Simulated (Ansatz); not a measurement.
# SnWO4 (Pnna): the gap up the ladder of methods, part 2 of 2

Aim: the gap of SnWO4 (Pnna) at several levels of theory on one structure, with the time that each takes.

Ansatz 0.2.0; density functionals, hybrids and G0W0, plane waves, PAW. Known limits of the many-body steps: finite bands, screening cutoff and k mesh; no spin-orbit coupling in G0W0.

So far. Step 4 (HSE06 on the 4×2×4 mesh): Over mesh and listed points the gap is 2.078 eV, from k = (0.000, 0.000, 0.250) to k = Γ. The least direct gap found is 2.135 eV, at k = (0.000, 0.500, 0.000). HSE06 against LDA: 2.078 − 1.350 = +0.728 eV. The runs also differ in mesh (4×2×6 and 4×2×4), and the valence top lies at another k point, so how much of this comes from the functional alone is not known.

## 6. G0W0@LDA, 4×2×4 mesh, 1505 empty bands, screening to 160 eV, hard PAW files

G0W0 replaces the xc potential by a self-energy built once from the orbitals of the start. Levels are corrected in the window of bands that the input names, at points of the mesh.

This step: G0W0 on LDA, plane waves, PAW.

Input file input.yaml:

```yaml
crystal:
  lattice:
    - [5.627, 0.0, 0.0]
    - [0.0, 11.6486, 0.0]
    - [0.0, 0.0, 4.9973]
  atoms:
    - { symbol: Sn, position: [0.25, 0.0, 0.2196] }
    - { symbol: Sn, position: [0.25, 0.5, 0.2804] }
    - { symbol: Sn, position: [0.75, 0.0, 0.7804] }
    - { symbol: Sn, position: [0.75, 0.5, 0.7196] }
    - { symbol: W, position: [0.6677, 0.25, 0.25] }
    - { symbol: W, position: [0.8323, 0.75, 0.25] }
    - { symbol: W, position: [0.3323, 0.75, 0.75] }
    - { symbol: W, position: [0.1677, 0.25, 0.75] }
    - { symbol: O, position: [0.3765, 0.2987, 0.9988] }
    - { symbol: O, position: [0.1235, 0.7013, 0.9988] }
    - { symbol: O, position: [0.3765, 0.2013, 0.5012] }
    - { symbol: O, position: [0.1235, 0.7987, 0.5012] }
    - { symbol: O, position: [0.6235, 0.7013, 0.0012] }
    - { symbol: O, position: [0.8765, 0.2987, 0.0012] }
    - { symbol: O, position: [0.6235, 0.7987, 0.4988] }
    - { symbol: O, position: [0.8765, 0.2013, 0.4988] }
    - { symbol: O, position: [0.1019, 0.3961, 0.6037] }
    - { symbol: O, position: [0.3981, 0.6039, 0.6037] }
    - { symbol: O, position: [0.1019, 0.1039, 0.8963] }
    - { symbol: O, position: [0.3981, 0.8961, 0.8963] }
    - { symbol: O, position: [0.8981, 0.6039, 0.3963] }
    - { symbol: O, position: [0.6019, 0.3961, 0.3963] }
    - { symbol: O, position: [0.8981, 0.8961, 0.1037] }
    - { symbol: O, position: [0.6019, 0.1039, 0.1037] }
kpoints:
  mp_grid: { grid: [4, 2, 4] }
hamiltonian:
  xc: lda
  pseudopotentials: { kind: paw, source: ansatz }
scf:
  occupations: { method: fixed }
gw:
  n_empty_bands: 1505
  ecut_chi: 160.0
  qp_bands: [v4, c4]
  qp_kpoints: band_edges
  screening: { model: contour_deformation }
```

Run with:

```
$ ansatz run input.yaml --threads 16 --pin off --max-ram 92160MiB --backend cuda --events-out ev --progress --plain --runs-dir out --devices 1 --max-vram 157GiB
```

Numbers of over 12 decimals in the logs are rounded to 6 here.

The log of the run:

```text
GPUs: using 1 of 1 available (devices: 1).
[...]
Crystal: 24 atoms, lattice volume = 327.556 Å³
Basis set: ecut = 930 eV, 21159 PW (Γ)
Bands: 178, of which v1, the nominal top of the filled ones, is band 148 counted from 1 (147 counted from 0)
Symmetry: 8 space group operations
[...]
k-points: 18 of 32
[...]
10   150     12.3003   -15.7949    -4.4694   -21.1275  0.7499    13.1813    13.1635  root
    10   151     12.5861   -15.8452    -4.3365   -21.0175  0.7477    13.4386    13.4219  root
[...]
17   149     12.2818   -15.6364    -4.3592   -20.8391  0.7552    13.1403    13.1252  root
    17   150     12.2818   -15.6364    -4.3592   -20.8391  0.7552    13.1403    13.1252  root
    17   151     12.6020   -16.2292    -4.2901   -21.3711  0.7441    13.4719    13.4539  root
    17   152     12.6020   -16.2292    -4.2901   -21.3711  0.7441    13.4719    13.4539  root
[key lines of the parts left out:]
SCF converged after 11 iterations
```

Run time: 4.6 min. Hardware: 1 × NVIDIA GB200 with 16 threads of Arm Neoverse V2, shared host; peak memory 19 GiB.

This step gave:

* bands summed: 1653
* RPA ε∞ on this mesh (eigenvalues): 6.318, 6.536, 7.761
* plane waves in the screening matrix: 1517
* G0W0 gap over the corrected points: 2.498 eV
* k of the valence top: 0, 0, 0.25
* k of the conduction bottom: 0, 0, 0
* starting gap on the mesh: 1.357 eV
* Z at the valence top: 0.7552
* Z at the conduction bottom: 0.7578
* least direct G0W0 gap over the corrected points: 2.554 eV

Over 17 of 18 irreducible mesh points the G0W0 gap is 2.498 eV, from k = (0.000, 0.000, 0.250) to k = Γ. The LDA gap of this run on the mesh is 1.357 eV. The two states that bound the G0W0 gap lie that far apart at the start, so the correction of the gap is 2.498 − 1.357 = +1.141 eV.

## 7. All levels together

Each gap is the least one over the points named; times are wall times on shared hosts, not benchmarks. A G0W0 time includes the run's own self-consistent start. Runs with listed points see these and the mesh alone, so an edge that moves elsewhere is missed. Rows marked * are further runs, not shown as steps, whose inputs differ from the G0W0 step on the same start in the columns given; solver thresholds can differ too.

```tsv
level	mesh	files, cutoff	bands summed, screening	points	gap (eV)	valence top	conduction bottom	least direct gap (eV)	time
LDA	4×2×6	soft_2 PAW, 420 eV	-	mesh and path	1.350	(0.000, 0.000, 0.300)	Γ	1.416	2.9 s
LDA+SOC	4×2×6	soft_2 PAW, 420 eV	-	mesh and listed points	1.316	(0.000, 0.000, 0.300)	(0.000, 0.500, 0.100)	1.353	3.6 s
HSE06	4×2×4	soft_2 PAW, 420 eV	-	mesh and listed points	2.078	(0.000, 0.000, 0.250)	Γ	2.135	39 s
HSE06+SOC	4×2×4	soft_2 PAW, 420 eV	-	mesh and listed points	2.038	(0.000, 0.000, 0.250)	(0.000, 0.500, 0.100)	2.064	2.3 min
G0W0@LDA*	4×2×4	hard PAW, 930 eV	891, 100 eV	17 of 18 irreducible mesh points	2.508	(0.000, 0.000, 0.250)	Γ	2.569	2.1 min
G0W0@LDA	4×2×4	hard PAW, 930 eV	1653, 160 eV	17 of 18 irreducible mesh points	2.498	(0.000, 0.000, 0.250)	Γ	2.554	4.6 min
```

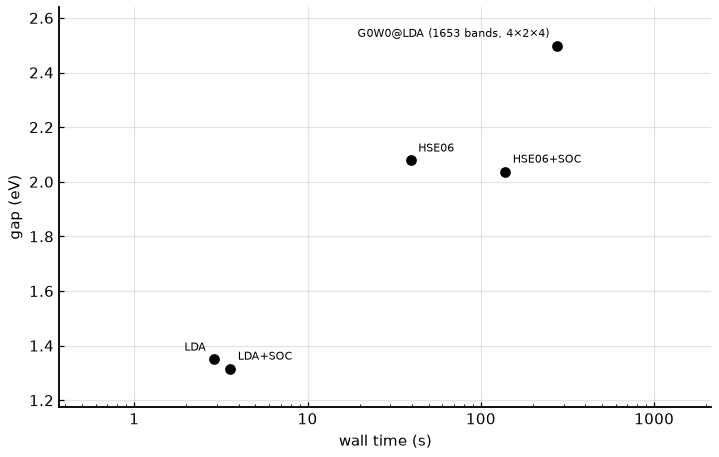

Gap against wall time for the runs shown as steps.

## 8. Results

```json
{
  "LDA, over mesh and path": "1.350 eV",
  "LDA+SOC, over mesh and listed points": "1.316 eV",
  "HSE06, over mesh and listed points": "2.078 eV",
  "HSE06+SOC, over mesh and listed points": "2.038 eV",
  "G0W0@LDA (1653 bands, 4×2×4), over 17 of 18 irreducible mesh points": "2.498 eV",
  "known limits": "finite bands, screening cutoff and k mesh; no spin-orbit coupling in G0W0"
}
```

**Reading.** The rows run from 1.316 eV (LDA+SOC) to 2.508 eV (G0W0@LDA (891 bands, 4×2×4)). They differ in mesh, files, plane-wave cutoff, bands and screening cutoff of G0W0 and the points over which the gap was sought as well as in level, so only pairs that share these are like for like. No two rows share mesh, files, cutoffs and edge points. G0W0@LDA (1653 bands, 4×2×4) moves the gap of its own start on the mesh by 2.498 − 1.357 = +1.141 eV, between the same two levels. Over mesh and path, LDA puts the valence top at k = (0.000, 0.000, 0.300), where no G0W0 correction was computed. The G0W0 gap over the whole zone is therefore not known from this run; at its settings it can only be equal to or under the 2.498 eV found, and no correction is carried over from another point. For the start itself the gap is 1.350 eV over mesh and path and 1.357 eV on the mesh of the G0W0 run, in runs that differ in mesh (4×2×6 and 4×2×4), files (soft_2 PAW and hard PAW) and plane-wave cutoff (420 eV and 930 eV). What spin-orbit coupling does to the G0W0 levels was not computed, so no sum with the G0W0 gap is formed. For G0W0@LDA: from 891 bands and 100 eV to 1653 bands and 160 eV the gap moves by 2.498 − 2.508 = −0.010 eV; bands and screening cutoff rise together, so their parts are not told apart. Two runs can't test a law of convergence, so the limit is not known. The G0W0 runs are scalar-relativistic. No pair of G0W0 runs that differ in the mesh alone is shown (4×2×4 is a supercell whose nearest images lie 20 Å apart), so the error from the mesh is not known here. G0W0 is shown with one set of atomic data (hard PAW), so the error from the files is not known here.

[Paths, hosts, dates, memory and timing lines, banners, echoed tables and standing remarks are left out of the program output.]

[Logs are printed without paths, hosts, clocks, repeated set-up lines and the standing remarks that a program may print on its own settings, such as how far it seeks lower states.]

[Runs of the session that timed out or met a known fault of the program may be left out.]

[Cells called generated may have been cut or substituted from an entry of the Crystallography Open Database or the Materials Project.]

[Hosts, paths, dates, database ids (printed as entryN), source tags and the programs' standing remarks are cut or masked in the printed files.]

[Where an RPA ε∞ is given, it is that of the G0W0 mesh and is not shown converged in it. Names of k-points follow the symmetry that the program found, which can be lower than the space group named. Band edges on a path are those of the sampled points; other points can move an edge, and change direct to indirect where valleys lie close.]

[Hybrid gaps are those of their k-mesh and are not shown converged in it.]
